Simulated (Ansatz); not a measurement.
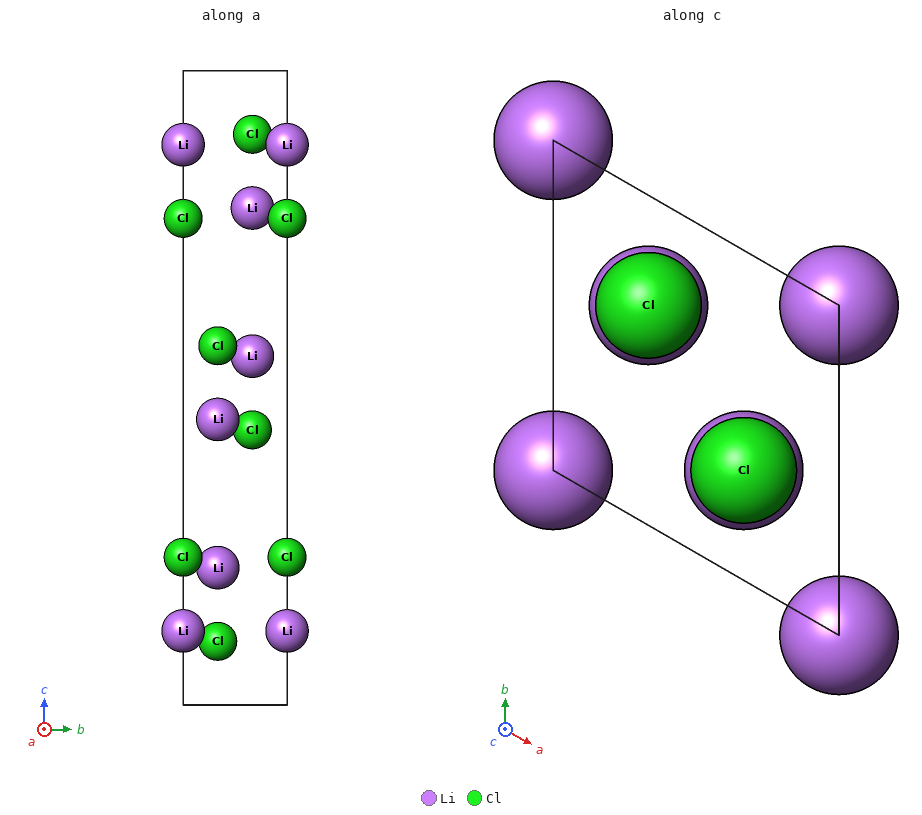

The figure gives a spheres-only picture of the atoms, viewed along the a axis and along the c axis. Lines trace the edges of the conventional unit cell.

LiCl, space group R-3m (No. 166), a = 4.04 Å, b = 4.04 Å, c = 21.37 Å, α = 90.00°, β = 90.00°, γ = 120.00°.

The numbers come from Ansatz, DFT PBE, scalar-relativistic, plane waves, PAW, using wavefunction cutoff 420 eV, k-points about 0.30 Å⁻¹ apart, Gaussian smearing of 0.02 eV, no spin polarisation.

Q: Metal or not?

A: An insulator at this level, with a gap of 5.74 eV, indirect; the smallest direct gap is 5.78 eV.

The starting point was a structure type filled with these elements by a generator (whether the compound takes this form wasn't checked). Earlier steps of the study may have refined or changed the cell and positions. An electronic-structure calculation with Ansatz was run on it.
